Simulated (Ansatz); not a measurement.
Single-point calculation, with input and output: Ge

Ge (Pm-3m, 1 atom in the cell), computed with DFT, revPBE, plane waves, PAW, no spin polarisation (Ansatz 0.2.0).

The structure was made by a generator, so it may or may not be a known phase. Figures and captions count atoms from 1; the log counts them from 0 in places.

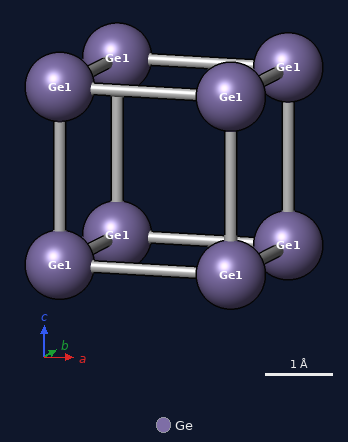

Fig. 1: The structure as given in the input (ball-and-stick view of the cell of the calculation, seen slightly off an axis; atoms are numbered from 1 in the order of the input). Near neighbours in the crystal (not all of them lie inside the picture): Ge has 6 Ge at 2.71 Å.

### Key numbers

| quantity | value |
| --- | --- |
| outcome | converged |
| space group (tolerance 0.01 Å) | Pm-3m (221) |
| electrons treated | 14 |
| free energy | −4298.7979 eV |
| Fermi energy | 10.058 eV |
| gap on the k-point mesh | none (metallic) |
| pressure | 1.18 GPa |
| largest force (length of the vector) | under 0.001 eV/Å |
| hardware | 1 thread of AMD EPYC (Zen 3), 189 GiB of memory available, shared host |
| wall time | 7.5 s |
| peak memory | 0.36 GiB |

### Notes

Settings chosen away from the usual ones: hamiltonian.xc set to revpbe (from pbe).

### Input
```yaml
crystal:
  lattice:
    - [2.7112568595, 0.0, 0.0]
    - [0.0, 2.7112568595, 0.0]
    - [0.0, 0.0, 2.7112568595]
  atoms:
    - { symbol: Ge, position: [0.0, 0.0, 0.0] }
basis:
  ecutwfc: 420
kpoints:
  mp_grid: { grid: [20, 20, 20] }
hamiltonian:
  xc: revpbe
scf:
  occupations: { method: gaussian, width: 0.1 }
output:
  forces: true
  eigenvalues: true
  stress: true
```

Run as:
```bash
ansatz run input.yaml --threads 1 --pin off --max-ram 2560MiB --backend cpu --events-out ev --progress --plain --runs-dir out
```

### Log
```
Engine: ansatz 0.2.0, x86_64-unknown-linux-gnu
Pseudopotentials: kind: paw
Pseudopotential: Ge, paw, valence charge 14, recommended cutoff 420 eV (normal), Ge.paw.azcp
Functional definition: revPBE
  parameter kappa = 1.245
  parameter beta = 0.06672455060314922
  exchange = pbe_x(kappa = kappa, mu = beta*pi^2/3)
  correlation = pbe_c(beta = beta)
Crystal: 1 atoms, lattice volume = 19.930 Å³
Basis set: ecut = 420 eV, 389 PW (Γ), exchange–correlation on 40×40×40 points (8 copies of the dense FFT grid, shifted against one another)
Bands: 11, of which v1, the nominal top of the filled ones, is band 7 counted from 1 (6 counted from 0)
Symmetry: 48 space group operations
Space group: Pm-3m (ITA 221), of the structure as read, at distance tolerance 2.7e-5 Å
k-points: 286 of 8000
Non-local potential: Ge, projectors of the file, l = 0: 2, l = 1: 2, l = 2: 3, l = 3: 1
PAW form: soft (Blöchl's): semilocal exchange-correlation on the pseudo side does not see the compensation charge
PAW frozen core: Ge, regenerated for the run's functional, and the local potential with it (the file was generated under x = pbe(κ = 0.804, μ = 0.2195149727645171), c = pbe(β = 0.06672455060314922))
PAW one-centre angular grid: Ge, 590 points (default); XC on 64 Gauss nodes
Initial density: superposition of atomic densities (neutral atoms: chi_scale 0, normalization atom), corrected by the library's trained network
Initial wavefunctions: pseudopotential atomic-orbital guess
Functional: x = revpbe(κ = 1.245, μ = 0.2195149727645171), c = pbe(β = 0.06672455060314922)
SCF iter   1: F=—  HF=-4298.798154 eV  |F-HF|=—  |Δ(HF+E_count)|=         —  Δρ=1.79e-3  dr2=4.11e-4  ethr=1.77e-3  ⟨swp⟩=5.1  Hψ=18099  notcnv=0
preconditioner: auto → none  [metal: Δε(μ)=0.041 eV  Ē_g=27.164 eV  σ=0.100 eV  W_gap=0.23  n_scr=6 (ndim 8)  ℏωp=31.1 eV  f_vac=0.000  D(μ)=0.50/eV (n_scr^D=0)  sad-step TF]
SCF iter   2: F=—  HF=-4298.797853 eV  |F-HF|=—  |Δ(HF+E_count)|=   3.01e-4  Δρ=9.21e-4  dr2=2.37e-4  ethr=2.94e-6  ⟨swp⟩=2.0  Hψ=7092  notcnv=0
SCF iter   3: F=—  HF=-4298.797856 eV  |F-HF|=—  |Δ(HF+E_count)|=   3.67e-6  Δρ=4.13e-4  dr2=3.60e-5  ethr=1.69e-6  ⟨swp⟩=2.0  Hψ=4844  notcnv=0
SCF iter   4: F=—  HF=-4298.797866 eV  |F-HF|=—  |Δ(HF+E_count)|=   9.08e-6  Δρ=4.18e-5  dr2=2.54e-7  ethr=2.57e-7  ⟨swp⟩=2.0  Hψ=3634  notcnv=0
iter 5 did not close the SCF: its close was put off for the readings that it lacked (scf_convergence_deferred on its scf_iter line)
SCF iter   5: F=-4298.797866 eV  HF=-4298.797866 eV  |F-HF|=3.04e-8  |Δ(HF+E_count)|=   3.66e-7  Δρ=1.02e-5  dr2=9.77e-9  ethr=1.82e-9  ⟨swp⟩=2.0  Hψ=5110  notcnv=0
SCF iter   6: F=-4298.797866 eV  HF=-4298.797866 eV  |F-HF|=4.98e-10  |Δ(HF+E_count)|=   1.24e-8  Δρ=1.31e-6  dr2=1.62e-10  ethr=6.98e-11  ⟨swp⟩=1.6  Hψ=9979  notcnv=0
SCF 1 converged in 6 iterations: F = -4298.797866 eV  dr2 = 1.62e-10
  greatest PAW one-centre occupation: 0.998 electrons in one spin orbital (limit 2), on the Ge atom at site 0 (counted from 0), in its partial waves of l = 2
```

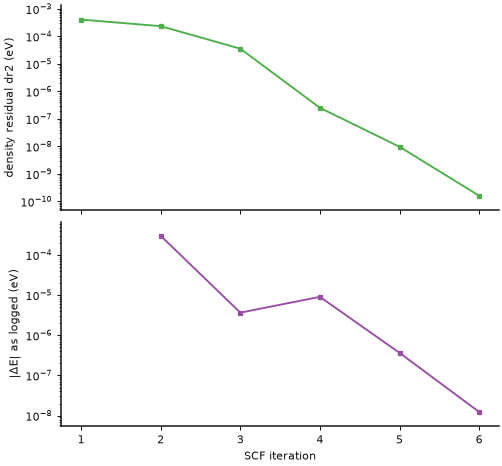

Fig. 2: Convergence of the self-consistent field: density residual dr2 and size of the energy change against the SCF iteration. The residual falls at every step.

```
SCF converged after 6 iterations
Free energy (F): -4298.797866 eV
Harris-Foulkes:  -4298.797866 eV  (|F-HF|=4.98e-10)
Internal energy: -4298.795379 eV  (E = F + TS)
E sigma→0 (E₀):  -4298.796622 eV
Entropy (-TS):   -0.002487 eV (-2.487 meV/atom)
Fermi energy:    10.058205 eV
--- Per-component energies (eV) ---
  E_band       = -124.740445
  E_kinetic    = 110.219244
  E_local      = -2223.365047  (includes V_loc(G=0)·N_el)
  E_nonlocal   = 416.084154
  E_hartree    = 972.162282
  E_xc         = -75.400786
  E_vxc        = -64.174959  (∫ρ·V_xc dr)
  E_paw        = -2021.597626  (= ΣΔE_a)
  E_vpaw       = -307.829464  (= ΣTr[D̂ρ^β])
  E_aug_tail   = 0.000307  (compensation charges beyond the density's cutoff)
  E_ewald      = -1476.767357
  E_core_change = -0.130548  (= ΣΔE_core)
  E_smearing   = -0.002487  (= −TS)
  E_closure    = 0.000000  (closes the sum)
  Σ components = -4298.797866   (vs F -4298.797866, Δ=0.00e0)
--- Forces (eV/Å), atoms counted from 1 ---
  atom   1  Ge    -0.00000000     0.00000000    -0.00000000
  max |Σ_I F_I| component: 2.47e-32 eV/Å
--- Stress (GPa, compression-positive) ---
        1.183191      -0.000000       0.000000
        0.000000       1.183191       0.000000
        0.000000      -0.000000       1.183191
  P = ⅓ Tr σ = 1.1832 GPa (11.832 kbar)
--- Band table (eV; the first three rows and the last of 286) ---
  k-point 0: bands = ["-14.5949", "-14.5949", "-14.3537", "-14.3537", "-14.3537", "-2.6444", "16.6726", "16.6726", "16.6726", "20.0025", "20.0025"]
  k-point 1: bands = ["-14.5946", "-14.5903", "-14.3553", "-14.3553", "-14.3536", "-2.5955", "15.8569", "16.7196", "16.7196", "20.0457", "20.6562"]
  k-point 2: bands = ["-14.5937", "-14.5767", "-14.3598", "-14.3598", "-14.3532", "-2.4491", "14.3258", "16.8597", "16.8597", "20.1752", "21.4658"]
  k-point 285: bands = ["-14.4943", "-14.4943", "-14.4943", "-14.2746", "-14.2746", "9.5796", "10.4045", "10.4045", "10.4045", "16.9157", "16.9157"]
```

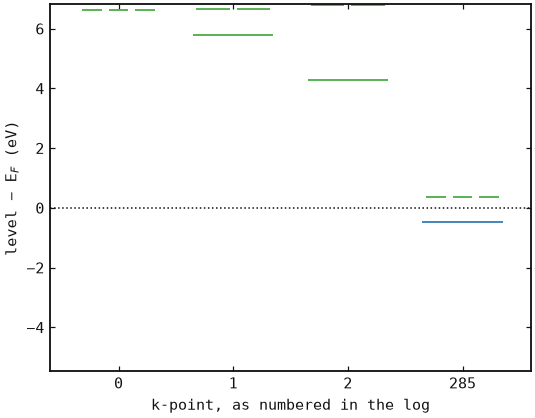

Fig. 3: Kohn–Sham levels near the Fermi level (dotted) at the few k-points that the log prints; levels within 0.02 eV of each other stand side by side. The system is metallic on the full mesh.
